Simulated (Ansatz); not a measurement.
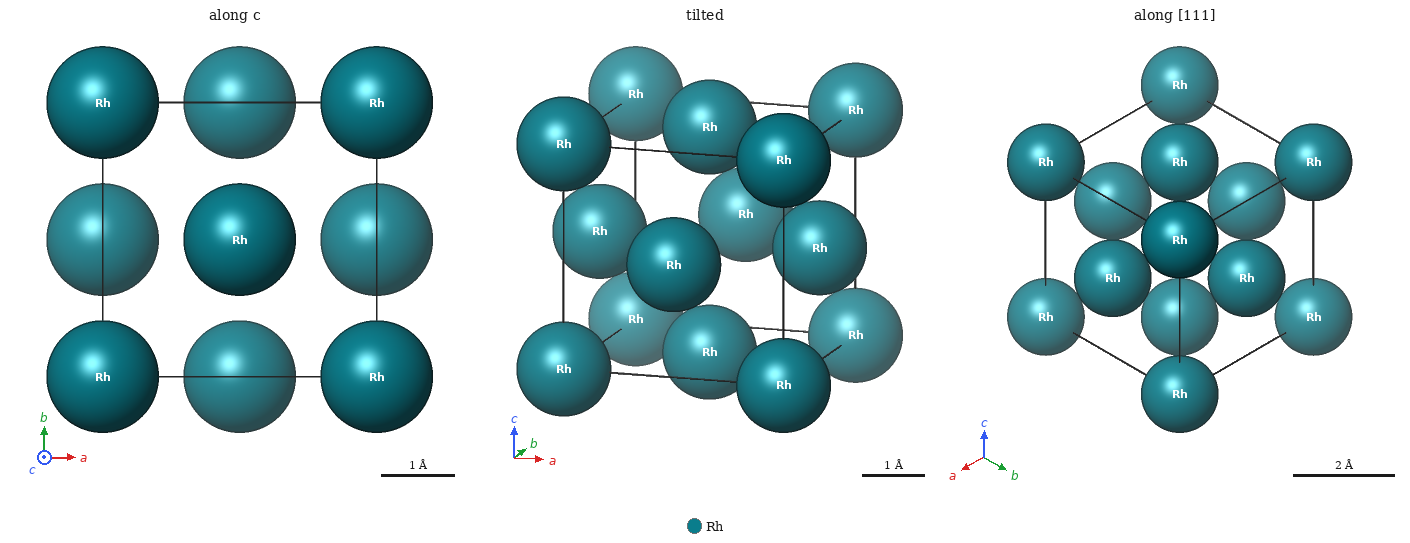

Drawn in the spheres-only manner and seen along the c axis, slightly off an axis and along [111]. Thin lines show the conventional unit cell, with boundary atoms drawn in all their periodic places.

### How many atoms does the cell contain?

4 (rhodium), counting shared atoms by their share.

### What kind of lattice is this?

Face-centred cubic.

### What is the Hermann-Mauguin symbol of the space group?

Fm-3m (No. 225), with Rh on 4a.

### Name the structure type.

Face-centred cubic (Cu type).

The structure comes from the standard structure of this element. The cell was then strained or its atoms displaced on purpose. It went into a calculation with Ansatz.

At this level of theory the cell isn't at rest (compressed, at 6 GPa), so its distances can differ from those at equilibrium, the more so the softer the solid.
